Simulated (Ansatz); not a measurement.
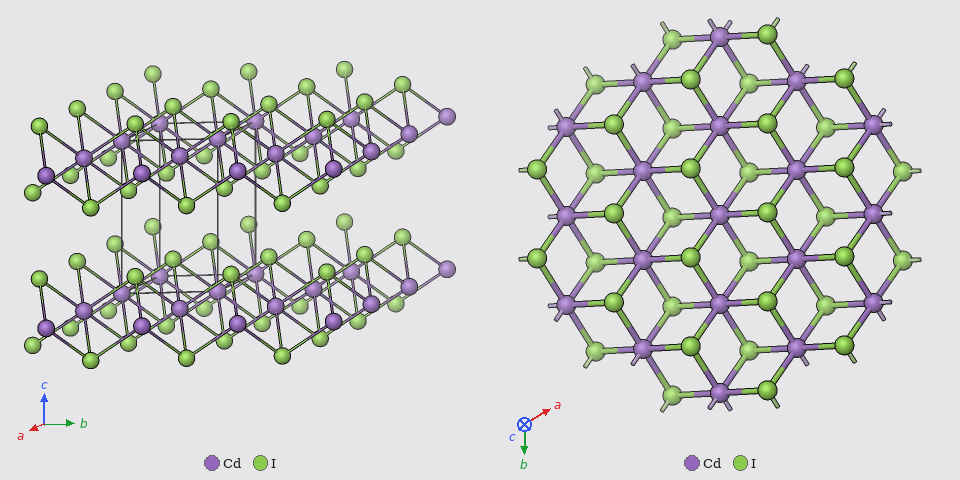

Left: the structure. Right: its underlying net. Nodes are coloured by element. One layer is drawn. Edges to nodes outside the piece are drawn as stubs.

The compound is CdI₂ (space group P-3m1, No. 164), taken as the geometry relaxed with Ansatz 0.2.0, DFT PBE+D3(BJ), scalar-relativistic, plane waves, PAW.

Bonds are taken as Cd–I below 3.4 Å. Atoms with one bond or none are removed and atoms with two bonds are replaced by edges, until no such atom is left.

The result is a binodal (3,6)-connected, two-periodic (layers) net: I is a 3-connected node; Cd is a 6-connected node, in the ratio 2:1. It is the kgd net, known from the layers of CdI2 (1T type). The layers lie parallel to (001).

```csv
node,links,point symbol,coordination sequence
I,3,4^3,3 12 9 24
Cd,6,4^6.6^6.8^3,6 6 18 12
```
